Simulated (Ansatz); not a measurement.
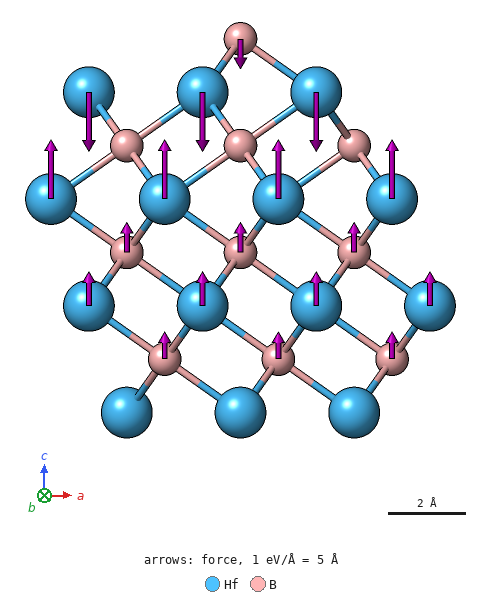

Starting geometry of solid HfB (a generated structure, set up in P-3m1) with the computed forces as purple arrows. Style: ball-and-stick. Shown: the atoms within 5.8 Å of the atom that moves most (axes of the cell of the calculation), along the b axis.

Case: stacking ABACB.

The calculation used DFT PBE, scalar-relativistic, plane waves, PAW (Ansatz).

Input
```yaml
crystal:
  lattice:
    - [3.4223056964, 0.0, 0.0]
    - [-1.7111528482, 2.9638036726, 0.0]
    - [0.0, 0.0, 13.9191714197]
  atoms:
    - { symbol: Hf, position: [0.0, 0.0, 0.0] }
    - { symbol: B, position: [0.6666666667, 0.3333333333, 0.1] }
    - { symbol: Hf, position: [0.3333333333, 0.6666666667, 0.2] }
    - { symbol: B, position: [0.6666666667, 0.3333333333, 0.3] }
    - { symbol: Hf, position: [0.0, 0.0, 0.4] }
    - { symbol: B, position: [0.3333333333, 0.6666666667, 0.5] }
    - { symbol: Hf, position: [0.6666666667, 0.3333333333, 0.6] }
    - { symbol: B, position: [0.0, 0.0, 0.7] }
    - { symbol: Hf, position: [0.3333333333, 0.6666666667, 0.8] }
    - { symbol: B, position: [0.6666666667, 0.3333333333, 0.9] }
basis:
  ecutwfc: 420
kpoints:
  mp_grid: { grid: [12, 12, 3] }
hamiltonian:
  xc: pbe
scf:
  occupations: { method: gaussian, width: 0.1 }
output:
  forces: true
  stress: true
  eigenvalues: true
  populations: true
  write_density: true
  write_potential: true
  elf: true
  volumetric_format: npy
relax:
  adjacent_minimum: "off"
  f_tol: 0.01
  max_steps: 45
  cell: { stress_tol: 0.05 }
```

Launched with:
```bash
ansatz run input.yaml --threads 1 --pin off --max-ram 2560MiB --backend cpu --events-out ev --progress --plain --runs-dir out
```

What follows when this structure is relaxed?

It isn't relaxed: the largest force vector, on Hf atoms, is 0.31 eV/Å. The atoms end up moving mostly along the starting forces (cosine between the two patterns 0.89). Over 3 accepted moves (5 points after the start) the energy falls by 9.2 meV per atom. The largest force component goes from 0.31 to 0.0032 eV/Å. The pressure goes from −0.19 to 0.01 GPa. The line search rejected the trial step at point 1 of the run. At 1 point the geometry stayed and the basis and grid were re-selected for the new cell (energy shift of less than 0.05 meV per atom at most each time). The largest moves relative to the cell, 0.071 Å, are those of B4 and B10. B10 goes along +c. Largest moves by element: B 0.071 Å, Hf 0.048 Å. The drawn cell changes at constant volume: a = b 3.422 → 3.470 Å (+1.4 %), c 13.919 → 13.537 Å (−2.7 %). Among the contacts that change: Hf1–Hf3 3.414 → 3.302 Å, Hf1–Hf9 3.414 → 3.362 Å, Hf1–Hf1 3.422 → 3.470 Å, B2–Hf3 2.417 → 2.395 Å. Bond angles that change, for instance: B2–Hf3–B4 70.3° → 66.7°, B2–Hf3–B2 90.1° → 92.8°, Hf1–B2–Hf3 89.9° → 87.2°. The space group stays P-3m1 (No. 164). The run took 5.8 min on 1 thread of Arm Neoverse V1 (shared host), peak memory 0.7 GiB.
